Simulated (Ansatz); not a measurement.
Run report: C₄H, single-point calculation

- system: C₄H (slab, 10 atoms in the cell)
- method: DFT PBE+D3(BJ), scalar-relativistic, plane waves, PAW, PAW set soft_1, no spin polarisation (Ansatz 0.2.0)

The structure derives from an entry of the Crystallography Open Database. Figures and captions count atoms from 1; the log counts them from 0 in places.

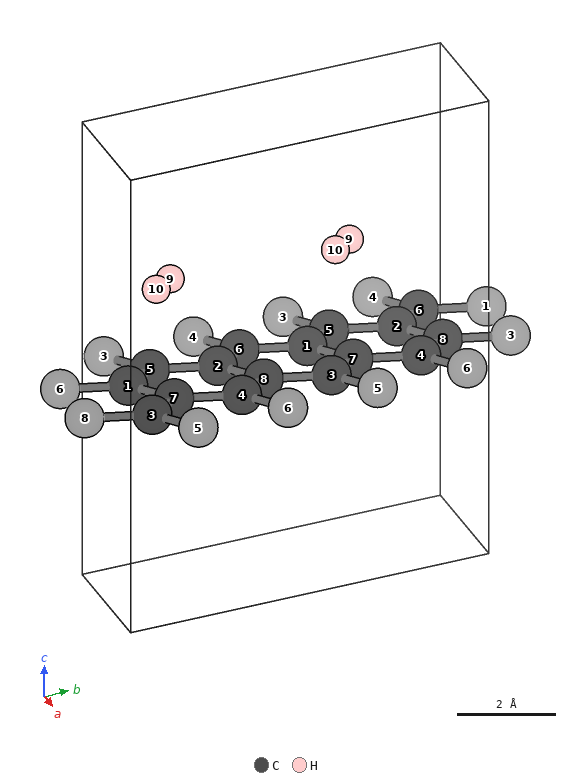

**Figure 1.** The structure as given in the input (ball-and-stick view of the 1 × 2 repeat of the cell, with the vacuum cut short, seen slightly off an axis; neighbours outside the cell are drawn fainter; atoms are numbered from 1 in the order of the input). An atom can appear more than once, as a periodic image.

Key numbers

| quantity | value |
| --- | --- |
| outcome | converged |
| electrons treated | 34 |
| free energy | −2039.6560 eV |
| work function, top face | 4.45 eV |
| work function, bottom face | 4.27 eV |
| Fermi energy | −2.133 eV |
| gap on the k-point mesh | 0.03 eV |
| work function (upper face) | 4.45 eV |
| largest force (length of the vector) | 3.391 eV/Å |
| hardware | 1 thread of Arm Neoverse V2, 24 GiB of memory available, shared host |
| wall time | 14 s |
| peak memory | 0.47 GiB |

Warnings of the run: the structure was made exactly symmetric; the exchange-correlation potential is rough where the density is thin.

Input file
```yaml
crystal:
  lattice:
    - [4.9313048818, 0.0, 0.0]
    - [-2.4656524409, 4.2706353015, 0.0]
    - [0.0, 0.0, 18.0000331943]
  atoms:
    - { symbol: C, position: [0.3333333333, 0.1666666667, 0.2222236565] }
    - { symbol: C, position: [0.3333333333, 0.6666666667, 0.2222236565] }
    - { symbol: C, position: [0.8333333333, 0.1666666667, 0.2222236565] }
    - { symbol: C, position: [0.8333333333, 0.6666666667, 0.2222236565] }
    - { symbol: C, position: [0.1666666667, 0.3333333333, 0.2222218124] }
    - { symbol: C, position: [0.1666666667, 0.8333333333, 0.2222218124] }
    - { symbol: C, position: [0.6666666667, 0.3333333333, 0.2222218124] }
    - { symbol: C, position: [0.6666666667, 0.8333333333, 0.2222218124] }
    - { symbol: H, position: [0.6962023835, 0.3037976165, 0.3666678346] }
    - { symbol: H, position: [0.8037976165, 0.1962023835, 0.3666678346] }
basis:
  ecutwfc: 420
kpoints:
  mp_grid: { grid: [6, 6, 1] }
hamiltonian:
  xc: pbe
  pseudopotentials: { kind: paw, azcp: { folder: soft_1 } }
  dispersion: d3bj
scf:
  occupations: { method: gaussian, width: 0.1 }
output:
  forces: true
  eigenvalues: true
  write_density: true
  write_potential: true
  elf: true
  volumetric_format: npy
efield:
  axis: 3
  dipole_correction: true
  ramp_width: 0.04
```

Run as:
```bash
ansatz run input.yaml --threads 1 --pin off --max-ram 3072MiB --backend cpu --events-out ev --progress --plain --runs-dir out
```

Output
```
Warning: the atoms were moved onto the symmetric positions of the space group found under crystal.symmetry.tolerance 1.0e-5 (fractional; no operation is sought that the atoms, as they stand in a round, miss by more than twice it, and no atom is moved by as much as it), and the run uses the moved positions. Before a round's move an operation carried an atom to 3.32e-5 Å from where it should land, the largest such distance. Atom 0 (counting from 0) moved farthest, by 1.66e-5 Å; the longest move in fractions of the cell, of whichever atom, is 0.09 of the tolerance, in 1 round. To run the atoms as typed, lower crystal.symmetry.tolerance until the operations that they miss are no longer found, or set crystal.symmetry.detect: false (a key that needs symmetry detection or time reversal refuses this as the deck is read). The positions used, in the order of the run's atom list: position: [0.3333333333, 0.1666666667, 0.22222273445000001]; position: [0.3333333333, 0.6666666667, 0.22222273445000001]; position: [0.8333333333, 0.1666666667, 0.22222273445000001]; position: [0.8333333333, 0.6666666667, 0.22222273445000001]; position: [0.1666666667, 0.3333333333, 0.22222273445000001]; position: [0.1666666667, 0.8333333333, 0.22222273445000001]; position: [0.6666666667, 0.3333333333, 0.22222273445000001]; position: [0.6666666667, 0.8333333333, 0.22222273445000001]; position: [0.6962023835, 0.3037976165, 0.3666678346]; position: [0.8037976165, 0.1962023835, 0.3666678346]; The lattice was moved too: crystal.lattice keeps the space group found at crystal.symmetry.tolerance 1.0e-5 only nearly: the operation that it misses by the most changes a squared length by the fraction 2.23e-11. The run uses the lattice that is a stretch of the typed one, with no rotation, onto the one that keeps every operation to a double's rounding (on a very oblique basis the stretch itself rounds by more); the deck's lattice vector that moved farthest moved by 2.75e-11 Å. To run the lattice as typed, set crystal.symmetry.detect: false, as for the atoms. crystal.lattice made exact, in Å and degrees: [[4.931304881823808, 1.3745272045354223e-11, 0.0], [-2.4656524409, 4.270635301472509, 0.0], [0.0, 0.0, 18.0000331943]]. Pasted over the deck's crystal.lattice, beside positions in fractional coordinates, it runs the same cell (given as lengths and angles, that cell in the form's own orientation, a rigid turn of the misfit's size from the one run here, for which a checkpoint.post_process_only pass over this run's state can be refused: where this run relaxes nothing, give such a pass this deck's own crystal.lattice, as typed; behind a relaxation, as crystal.lattice, the state's own cell, identity.cell in its checkpoint.json), and a matrix so pasted ends this notice, except on a very skew basis of the lattice, where the rounding of the pasted numbers themselves can read as a misfit: the cell is then moved again, and that move is told again. The lattice as run is in this notice's lattice.as_run_ang field (Run.prep()["deck_notices"] in Python, the deck_notice line of an events file, deck_notices of ansatz run --dry-run=json, or deck_notices in record.json in the deck's checkpoint.write directory).
Engine: ansatz 0.2.0, aarch64-unknown-linux-gnu
Pseudopotentials: kind: paw
Pseudopotential: C, paw, valence charge 4, recommended cutoff 420 eV (normal), [file]
Pseudopotential: H, paw, valence charge 1, recommended cutoff 420 eV (normal), [file]
Functional definition: PBE
  parameter kappa = 0.804
  parameter beta = 0.06672455060314922
  exchange = pbe_x(kappa = kappa, mu = beta*pi^2/3)
  correlation = pbe_c(beta = beta)
Crystal: 10 atoms, lattice volume = 379.077 Å³
Basis set: ecut = 420 eV, 7375 PW (Γ), exchange–correlation on 72×72×250 points (8 copies of the dense FFT grid, shifted against one another)
Bands: 27, of which v1, the nominal top of the filled ones, is band 17 counted from 1 (16 counted from 0)
Symmetry: 4 space group operations
Space group: Cmm2 (ITA 35), of the structure as read, at distance tolerance 7.2e-5 Å
k-points: 13 of 36
Non-local potential: C, projectors of the file, l = 0: 2, l = 1: 2, l = 2: 1
Non-local potential: H, projectors of the file, l = 0: 2, l = 1: 1
PAW form: soft (Blöchl's): semilocal exchange-correlation on the pseudo side does not see the compensation charge
PAW one-centre angular grid: C, 110 points (default); XC on 64 Gauss nodes
PAW one-centre angular grid: H, 110 points (default); XC on 64 Gauss nodes
Initial wavefunctions: pseudopotential atomic-orbital guess
Functional: x = pbe(κ = 0.804, μ = 0.2195149727645171), c = pbe(β = 0.06672455060314922)
SCF iter   1: F=—  HF=-2044.548062 eV  |F-HF|=—  |Δ(HF+E_count)|=         —  Δρ=5.76e-2  dr2=1.14e1  ethr=3.10e-3  p=0.000 e·Å  D=2.69e-6 V/Å  ΔV_dip=-0.00 eV  dr2_dipole=1.91e-5  V_vac-E_F(+/−)=8.26/8.26 eV  ⟨swp⟩=7.2  Hψ=2003  notcnv=0  defer=6
efield: sawtooth ramp at fractional position 0.7744 (placed from the atoms, in the widest stretch of the axis that holds none; the zero of the levels goes with the place), width 0.0400; the density the first Hamiltonian is built on has a dipole p = 0.000 e·Å; the dipole correction subtracts the counter field D = 2.69e-6 V/Å, which shifts the + side's vacuum level by -0.00 eV against the − side's; the planar-averaged density in the ramp window peaks in size at 1.7e-6 e/Å³
preconditioner: auto → LDOS  [metal: Δε(μ)=0.022 eV  Ē_g=15.755 eV  σ=0.100 eV  W_gap=0.12  n_scr=52 (ndim 8)  ℏωp=11.0 eV  f_vac=0.686  D(μ)=1.24/eV (n_scr^D=4)  β→1.0]
SCF iter   2: F=—  HF=-2039.799893 eV  |F-HF|=—  |Δ(HF+E_count)|=    4.75e0  Δρ=1.51e-2  dr2=5.96e-1  ethr=3.10e-3  p=-0.006 e·Å  D=-3.02e-3 V/Å  ΔV_dip=0.05 eV  dr2_dipole=8.24e-5  V_vac-E_F(+/−)=3.72/3.67 eV  ⟨swp⟩=3.9  Hψ=1049  notcnv=0  defer=32
SCF iter   3: F=—  HF=-2039.655676 eV  |F-HF|=—  |Δ(HF+E_count)|=   1.44e-1  Δρ=1.09e-3  dr2=4.94e-3  ethr=1.75e-3  p=-0.024 e·Å  D=-1.17e-2 V/Å  ΔV_dip=0.21 eV  dr2_dipole=9.94e-6  V_vac-E_F(+/−)=4.60/4.39 eV  ⟨swp⟩=3.2  Hψ=793  notcnv=0  defer=30
SCF iter   4: F=—  HF=-2039.656053 eV  |F-HF|=—  |Δ(HF+E_count)|=   3.77e-4  Δρ=1.34e-4  dr2=6.95e-5  ethr=1.45e-5  p=-0.020 e·Å  D=-9.32e-3 V/Å  ΔV_dip=0.17 eV  dr2_dipole=1.08e-6  V_vac-E_F(+/−)=4.45/4.28 eV  ⟨swp⟩=2.1  Hψ=639  notcnv=0  defer=30
SCF iter   5: F=—  HF=-2039.656017 eV  |F-HF|=—  |Δ(HF+E_count)|=   3.55e-5  Δρ=2.88e-5  dr2=2.85e-6  ethr=2.04e-7  p=-0.022 e·Å  D=-1.03e-2 V/Å  ΔV_dip=0.19 eV  dr2_dipole=1.38e-8  V_vac-E_F(+/−)=4.46/4.27 eV  ⟨swp⟩=2.5  Hψ=631  notcnv=0  defer=30
SCF iter   6: F=-2039.656021 eV  HF=-2039.656020 eV  |F-HF|=4.49e-7  |Δ(HF+E_count)|=   3.06e-6  Δρ=4.46e-6  dr2=8.51e-8  ethr=2.94e-10  p=-0.021 e·Å  D=-1.02e-2 V/Å  ΔV_dip=0.18 eV  dr2_dipole=3.11e-9  V_vac-E_F(+/−)=4.45/4.27 eV  ⟨swp⟩=23.4  Hψ=3614  notcnv=0
SCF 1 converged in 6 iterations: F = -2039.656021 eV  dr2 = 8.51e-8
  greatest PAW one-centre occupation: 0.673 electrons in one spin orbital (limit 2), on the C atom at site 6 (counted from 0), in its partial waves of l = 0
```

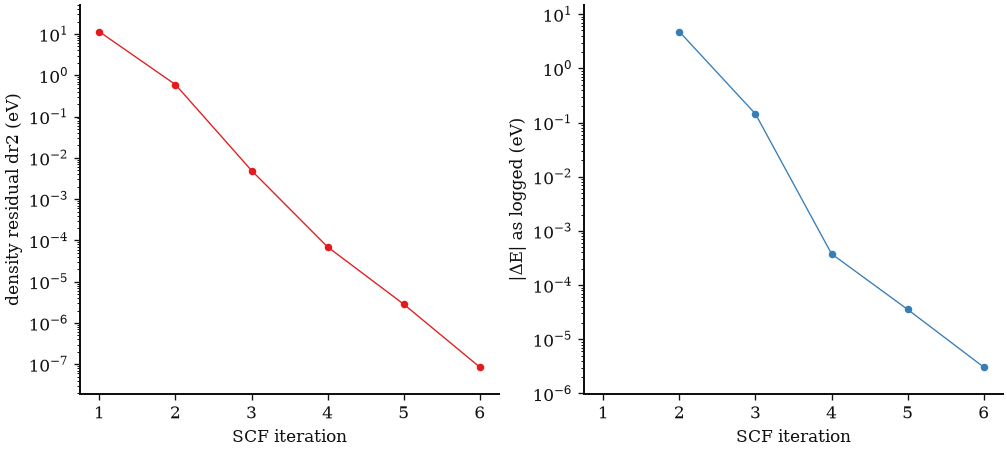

**Figure 2.** Convergence of the self-consistent field: density residual dr2 and size of the energy change against the SCF iteration. The residual falls at every step.

```
WARN: The output density's exchange-correlation potential varies sharply where the density is thin. Do not read a vacuum level from v_tot or v_xc, or from such a field of the output density. On a cell that repeats whose density bears no net charge and no dipole along the vacuum's axis use v_es (v_loc + v_h of the components); under efield.dipole_correction with no amplitude use v_es + v_field, which holds any external_charges[].barrier, or the levels of the report's work_function block, which leave it out; under a non-zero efield.amplitude the vacuum is tilted and has no level; on a cell that repeats and bears such a dipole with no correction it is tilted too, and efield.dipole_correction with no amplitude gives each side of its ramp a level where efield: is served; in a cell that repeats whose density bears a net charge (total_charge, or a fill off its count) it is curved and has none; of a slab under crystal.periodic whose density bears no net charge use v_es, which has a level on each side, short of where the two are joined; of another it falls or rises all the way out and has none; of a slab beside external_charges read slab_vacuum_level instead, which it has where they leave it neutral. The grid or the basis barely resolves most such structure, and the values can differ between equally converged runs; as a rule a tighter scf.convergence.dr2_threshold does not remove it. Where the density itself ripples (under the LDA too) a higher basis.ecutwfc lessens it. The files hold the spikes' plane waves up to the density's cutoff. Files: v_tot_of_output_density and the like, and their columns of v_z.tsv (output.write_potential); v_xc_of_output_density and the like, and their columns of v_comp_z.tsv (output.write_potential_components). Measured: with its Gaussian average of σ = 0.25 Å subtracted twice, the exchange-correlation potential is over 0.1 eV at 1482 of the grid points where the equally averaged density (valence and model cores) is under 1e-3 e/Å³, and 0.988 eV at the most among them, at an averaged density of 9.8e-4 e/Å³. The input density's (outcome.potential() and, of a run that writes arrays, v_tot and v_xc) is over 0.1 eV, so measured, at 5116 points of its own thin density, 0.993 eV at the most. See output.write_potential in the manual, Limitations
SCF converged after 6 iterations
Free energy (F): -2039.656021 eV
Harris-Foulkes:  -2039.656020 eV  (|F-HF|=4.49e-7)
Internal energy: -2039.649889 eV  (E = F + TS)
E sigma→0 (E₀):  -2039.652955 eV
Entropy (-TS):   -0.006132 eV (-0.613 meV/atom)
Fermi energy:    -2.133200 eV
Dipole field:    D = -0.010139 V/Å  (p = -0.021241 e·Å, saw-weighted, corrected)
Work function:   Φ+ = 4.4545 eV   Φ− = 4.2719 eV
Levels:          The Fermi level and band energies are counted from a zero that moves with the ramp; work functions are not
--- Per-component energies (eV) ---
  E_band       = -375.548054
  E_kinetic    = 731.759462
  E_local      = -12138.851187  (includes V_loc(G=0)·N_el)
  E_nonlocal   = 188.633983
  E_hartree    = 5695.495303
  E_xc         = -392.042758
  E_vxc        = -483.635476  (∫ρ·V_xc dr)
  E_paw        = -801.828682  (= ΣΔE_a)
  E_vpaw       = -64.042194  (= ΣTr[D̂ρ^β])
  E_aug_tail   = -0.001675  (compensation charges beyond the density's cutoff)
  E_efield     = 0.000108  (sawtooth field / dipole correction)
  E_vefield    = -0.395215  (∫n·V_field dr)
  E_ewald      = 4678.023130
  E_disp       = -0.837573  (pairwise vdW)
  E_smearing   = -0.006132  (= −TS)
  E_closure    = -0.000000  (closes the sum)
  Σ components = -2039.656021   (vs F -2039.656021, Δ=0.00e0)
--- Forces (eV/Å), atoms counted from 1 ---
  atom   1  C      0.06662339     0.00422479    -0.00253225
  atom   2  C      0.01619440    -0.00934984     0.03712863
  atom   3  C      0.02090402    -0.01206894    -0.18848856
  atom   4  C      0.02965292    -0.05980995    -0.00253225
  atom   5  C     -0.06662339    -0.00422479    -0.00253225
  atom   6  C     -0.01619440     0.00934984     0.03712863
  atom   7  C     -0.02090402     0.01206894    -0.18848856
  atom   8  C     -0.02965292     0.05980995    -0.00253225
  atom   9  H      2.93375952    -1.69380685     0.15614534
  atom  10  H     -2.93375952     1.69380685     0.15614534
  max |Σ_I F_I| component: 5.58e-4 eV/Å
--- Band table (eV; the first three rows and the last of 13) ---
  k-point 0: bands = ["-21.6530", "-16.4120", "-16.4078", "-16.4070", "-15.3768", "-15.3760", "-15.3712", "-9.8691", "-8.5577", "-8.5559", "-8.5553", "-7.3736", "-5.1650", "-5.1640", "-4.5097", "-4.4945", "-4.4287", "-0.4981", "-0.4676", "-0.4507", "1.4862", "2.0273", "2.6447", "3.3835", "3.8035", "3.9474", "5.2528"]
  k-point 1: bands = ["-21.4891", "-17.6735", "-16.8064", "-16.8057", "-14.7100", "-14.7089", "-13.8667", "-9.6783", "-9.0400", "-9.0395", "-8.3934", "-7.3711", "-5.8163", "-5.5039", "-5.2896", "-4.6168", "-4.5594", "-0.2061", "-0.1760", "0.6086", "1.6759", "2.1381", "2.7133", "3.2874", "4.0281", "4.1627", "5.3357"]
  k-point 2: bands = ["-20.9991", "-19.0699", "-17.2231", "-17.2228", "-13.5404", "-13.5398", "-11.7642", "-10.1837", "-10.1833", "-9.1200", "-7.9183", "-7.4745", "-7.4409", "-6.5640", "-6.2984", "-4.8053", "-4.7344", "0.3613", "0.3881", "1.8409", "2.4796", "2.7796", "3.1500", "3.6431", "4.3726", "4.6822", "4.9967"]
  k-point 12: bands = ["-20.1915", "-20.1860", "-17.3715", "-17.3706", "-12.6657", "-12.6630", "-11.0920", "-11.0893", "-9.5611", "-9.5563", "-8.3735", "-8.0403", "-7.1824", "-7.1796", "-7.0467", "-4.8752", "-4.7790", "0.5939", "0.6841", "1.1807", "3.4856", "3.5951", "3.9858", "4.4001", "4.6977", "5.0900", "5.0920"]
```

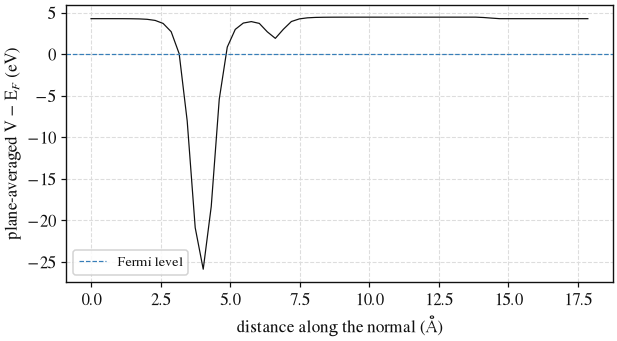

**Figure 3.** Plane average of the electrostatic potential energy of an electron across the cell, from the Fermi level. The vacuum level lies 4.45 eV above the Fermi level on the upper side and 4.27 eV on the lower.

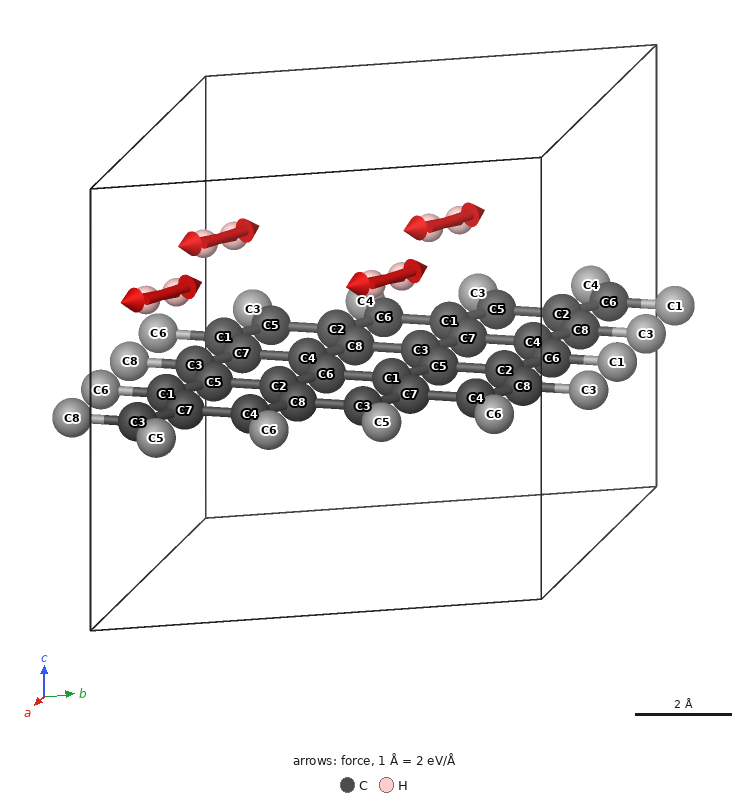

**Figure 4.** Forces on the atoms as red arrows (ball-and-stick view of the 2 × 2 repeat of the cell, with the vacuum cut short, seen slightly off an axis; neighbours outside the cell are drawn fainter; atoms are numbered from 1 in the order of the input); the smallest are left out. The largest act on H9, H10 (3.39 eV/Å). The geometry is not a stationary point of this energy.

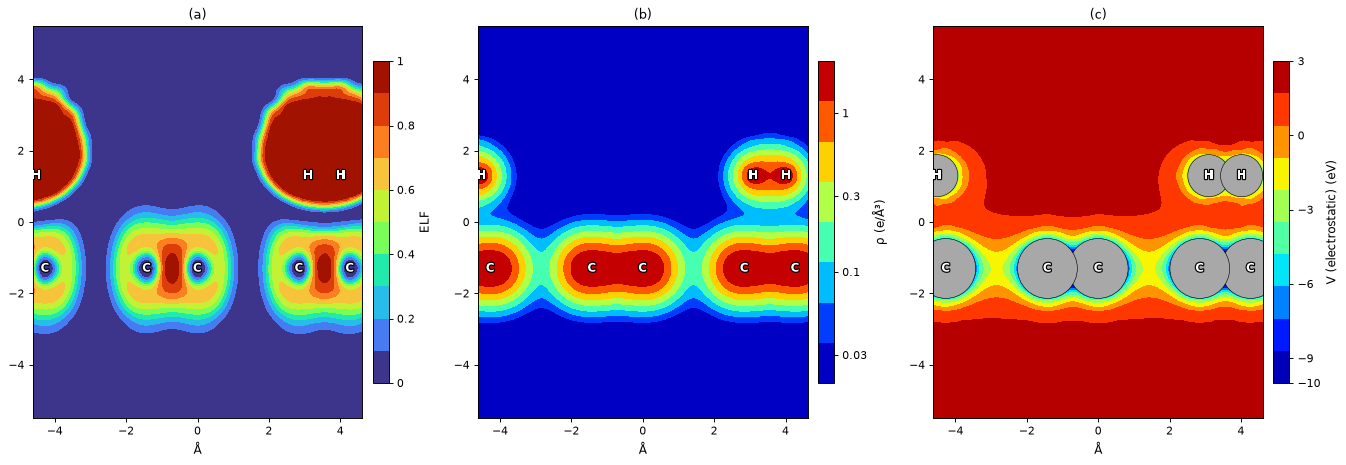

**Figure 5.** (a) electron localisation function; (b) valence charge density (pseudo); (c) electrostatic potential (local pseudopotential plus Hartree) felt by an electron on the (110) plane of the calculation cell, a cut from vacuum to vacuum. Grey discs, where drawn, cover atomic cores. Atoms in the plane: C and H. The density dies away to nearly zero in the vacuum. The fields are those of the smooth PAW valence density.
